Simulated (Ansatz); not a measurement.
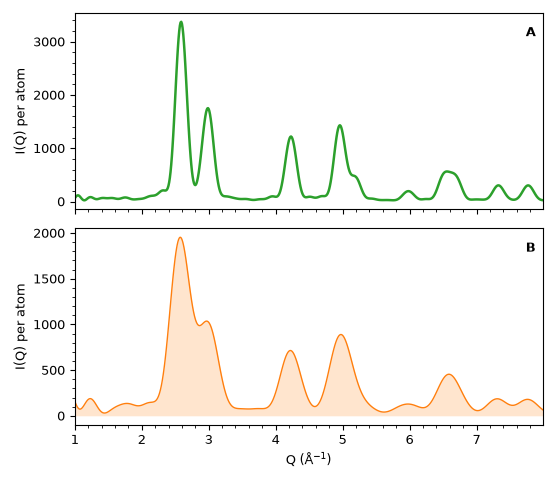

X-ray scattering of spheres cut from the crystal structure of Ge (Fm-3m, a = 4.199 Å, b = 4.199 Å, c = 4.199 Å, α = 90.00°, β = 90.00°, γ = 90.00°), calculated atom by atom with the Debye equation (B = 0.5 Å², no relaxation of the surface). Basis of the simulation: the input geometry of an electronic-structure calculation (not necessarily at equilibrium); the starting structure was generated, so it need not be a known form of this composition.

Q: The spheres are 20 and 36 Å across. Which curve is which?

A: curve A: 36 Å (1289 atoms); curve B: 20 Å (225 atoms). Peak widths go roughly as 2π/D, so the largest sphere has the sharpest peaks.

Q: Index the main peaks of the largest sphere.

A: Q ≈ 2.59 Å⁻¹: 111; Q ≈ 2.99 Å⁻¹: 200; Q ≈ 4.23 Å⁻¹: 220; Q ≈ 4.96 Å⁻¹: 311; Q ≈ 5.98 Å⁻¹: 400; Q ≈ 7.33 Å⁻¹: 422.
